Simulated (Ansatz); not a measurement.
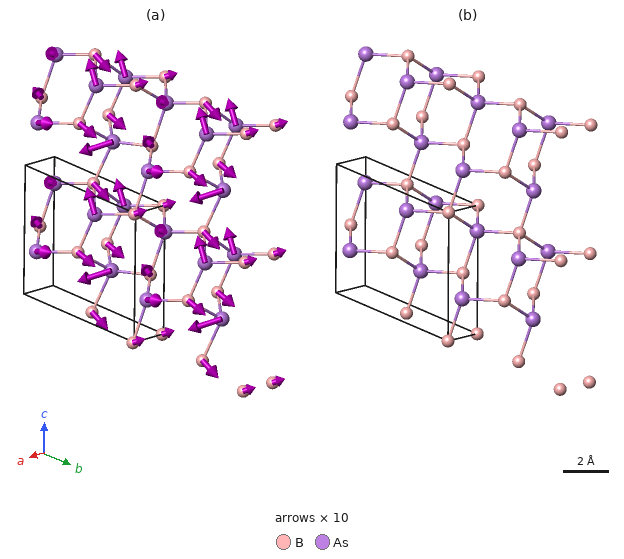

The structure of crystalline BAs (set up in P1) (coarse preliminary run) before (left) and after (right) a relaxation, at one scale. The purple arrows give the displacements (the part carried along by the change of the cell is left out), magnified 10 times.

A ball-and-stick model of the cell of the calculation, repeated 1 × 2 × 2 with one cell outlined, seen slightly off an axis.

These are results of DFT PBE, scalar-relativistic, plane waves, PAW in Ansatz, not measurements. (plane-wave cutoff 420 eV; k-point mesh 4 × 4 × 4; occupations gaussian; smearing width 0.1 eV; no spin polarisation; cell and atoms relaxed; force threshold 0.025 eV/Å; at most 60 steps)

Q: Summarise the run.

A: The run was cut off at its time limit before the relaxation converged, so the last structure is only a point on the way. The atom that moves furthest relative to the cell is an As atom (0.17 Å along [1 −3 −2]). By element the largest moves are As 0.17 Å, B 0.12 Å. Cell: a 3.473 → 3.408 Å (−1.9 %), b 5.825 → 5.880 Å (+0.9 %), c 5.873 → 5.871 Å (0.0 %), α 109.5° → 109.3°, β 91.7° → 90.0°, γ 88.6° → 89.9°. Volume −0.8 %. Near-neighbour distances that change, for instance: As–B 2.322 → 2.083 Å, As–B 1.895 → 2.079 Å, As–B 2.239 → 2.083 Å, As–B 2.217 → 2.083 Å. Among the angles between lasting bonds that change: B–As–B 118.6° → 109.5°, B–As–B 100.9° → 109.8°, As–B–As 100.9° → 109.8°. The space group (tolerance 0.01 Å) goes from P1 (No. 1) to Imm2 (No. 44). The energy falls by 168 meV per atom in 2 geometry steps. The largest force component goes from 3.8 to 0.036 eV/Å. The pressure goes from 2.26 to 0.35 GPa. The run took 2.5 min on 1 thread of Intel(R) Xeon(R) Processor @ 2.50GHz (Skylake/Cascade Lake), on a shared host, peak memory 0.43 GiB.
